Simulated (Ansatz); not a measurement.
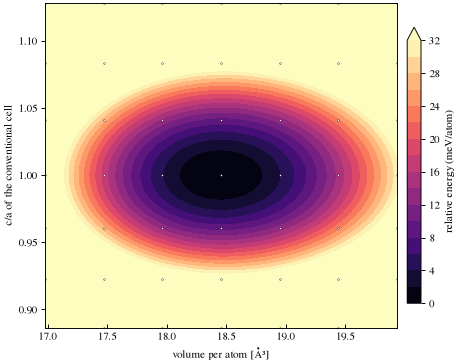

Si (Ia-3, No. 206; 8 atoms in the cell). The energy is mapped over volume and the cell's shape. The first coordinate is: volume per atom; the second: c/a of the conventional cell. Nothing is relaxed (fractional coordinates fixed). Grid: 7 × 7 points. Points are written as (first, second). Energies are in meV/atom, from the lowest grid point. Theory: Ansatz, DFT PBE, scalar-relativistic, plane waves, PAW. Settings: cutoff 420 eV, k-mesh 10×10×10, gaussian smearing 0.15 eV, no spin polarisation.

Drawn: filled contours, dots at the grid points, one colour for all values above the top of the scale. Between grid points the surface is interpolated.

> Where is the minimum, and how stiff is the well along each coordinate?

The interpolated minimum is at volume per atom ≈ 18.46 Å³, c/a of the conventional cell ≈ 1.000. The curvatures there are about 0.26 eV/(Å³)² and 91 eV, with a cross term of about 0 eV/Å³ (per cell of 8 atoms). Round the minimum the two coordinates are nearly uncoupled.

PAW datasets: the set soft_1.
